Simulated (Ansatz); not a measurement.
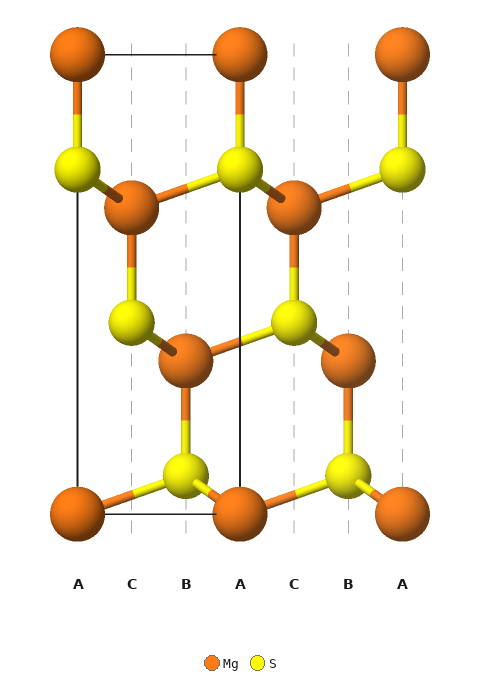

The picture looks along a close-packed row of the hexagonal mesh; [111] points upwards. The dashed lines mark the three columns A (0, 0), B (1/3, 2/3) and C (2/3, 1/3). The box is the hexagonal cell of the face-centred cubic lattice. The sequence starts with the first layer at or above the cell's origin.

MgS: the input geometry of an electronic-structure calculation (not necessarily at equilibrium); the starting structure was generated, so it need not be a known form of this composition.

**Give the sequence of layers in one repeat, with element and column.**

Mg(A) – S(B) – Mg(B) – S(C) – Mg(C) – S(A) (six layers in 9.81 Å).

**How are the S layers alone stacked?**

S layers alone: BCA, the cubic close-packed type.

**Which positions between or in the S layers do the other atoms fill?**

Mg: three tetrahedral sites (per hexagonal cell).

**What short polytype symbol fits?**

Polytype symbol 3C, the symbol of a tetrahedral polytype (number of double layers in the repeat and lattice).

Heights of the layers:

```tsv
layer	atoms (column)	height (Å)	to next (Å)
1	Mg(A)	0.00	0.82
2	S(B)	0.82	2.45
3	Mg(B)	3.27	0.82
4	S(C)	4.09	2.45
5	Mg(C)	6.54	0.82
6	S(A)	7.35	2.45
```
